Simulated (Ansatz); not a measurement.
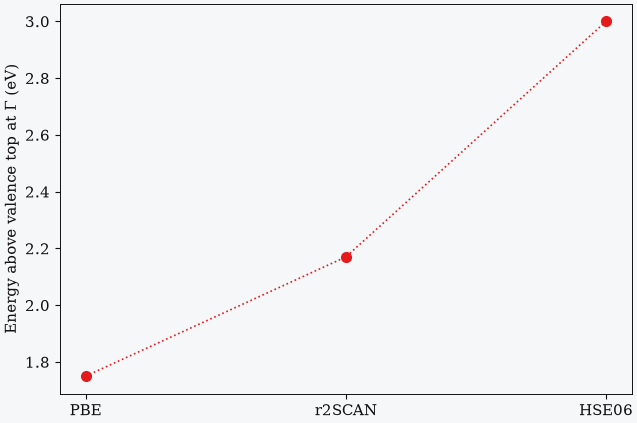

Lowest conduction level at Γ, counted from the valence-band top at Γ, by several methods on one cell of zincblende GaN, space group F-43m, 2 atoms in the primitive cell, relaxed with r2SCAN; cubic a = 4.498 Å. All runs are with spin-orbit coupling and carry no moments. The cell is at 6 GPa in PBE+SOC.

Question: How do the methods rank at Γ?

Answer: From low to high: PBE 1.75, r2SCAN 2.17, HSE06 3.00 eV.

```csv
method,program,Γ (eV)
PBE,Ansatz,1.75
r2SCAN,Ansatz,2.17
HSE06,Ansatz,3.00
```

Settings. PBE: Ansatz PAW set, 10×10×10 k mesh, 420 eV cutoff, fixed occupations (Ansatz 0.2.0). r2SCAN: Ansatz PAW set, 10×10×10 k mesh, 500 eV cutoff, fixed occupations (Ansatz 0.2.0). HSE06: Ansatz PAW set, 6×6×6 k mesh, 420 eV cutoff, fixed occupations (Ansatz).

The usual form of GaN is wurtzite. LDA, GGA and most meta-GGA functionals understate gaps. r2SCAN and HSE06: the PAW data sets were made with another functional. HSE06: the k mesh is thin for exact exchange.
